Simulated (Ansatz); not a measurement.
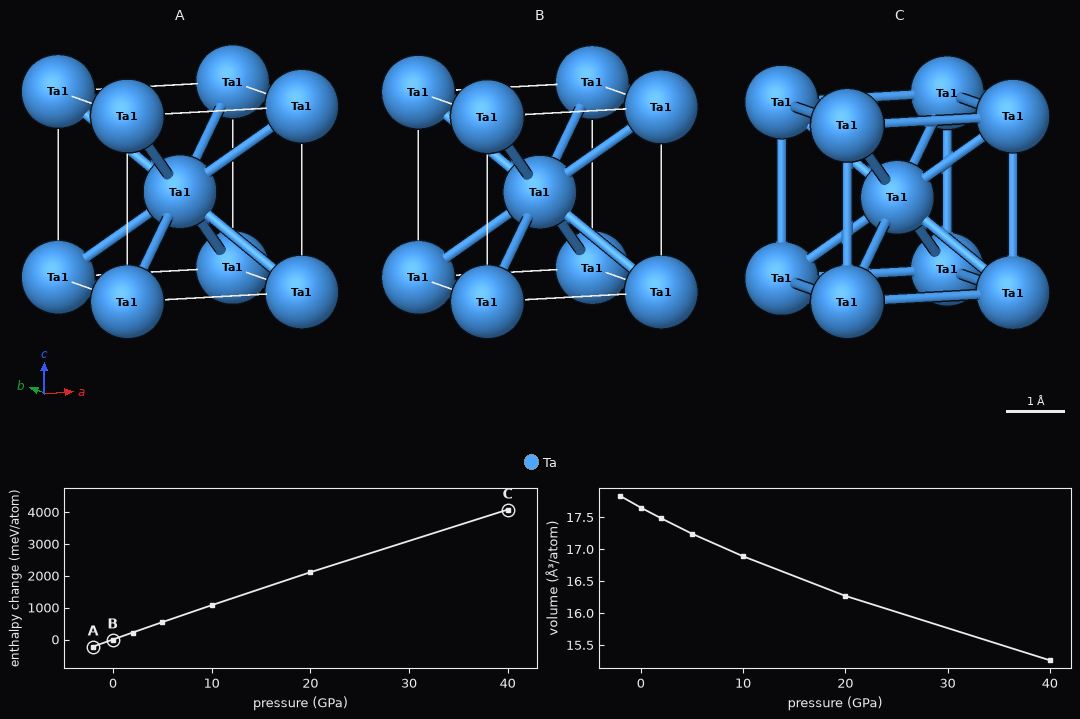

Members of a series of calculations on a crystal of Ta (set up in Im-3m), marked on the first curve. The picture is a ball-and-stick view of the conventional cell (2 times the calculation's cell), seen slightly off an axis. Lengths and directions refer to the drawn axes.

All numbers below come from DFT PBEsol, scalar-relativistic, plane waves, PAW (Ansatz). (plane-wave cutoff 420 eV; k-point mesh 18 × 18 × 18; occupations gaussian; smearing width 0.1 eV; no spin polarisation)

Describe the series.

The structure is relaxed at several pressures. A (pressure −2.0 GPa): enthalpy change −221 meV/atom, volume 17.83 Å³ per atom. B (pressure 0.0 GPa): enthalpy change 0.0 meV/atom, volume 17.65 Å³ per atom. C (pressure 40.0 GPa): enthalpy change 4077 meV/atom, volume 15.26 Å³ per atom. The rest compares A with C. The drawn cell changes as follows: a = b = c 3.292 → 3.125 Å (−5.1 %); the volume changes by −14.4 %. Near-neighbour distances before and after: Ta–Ta 3.292 → 3.125 Å, Ta–Ta 2.851 → 2.707 Å.
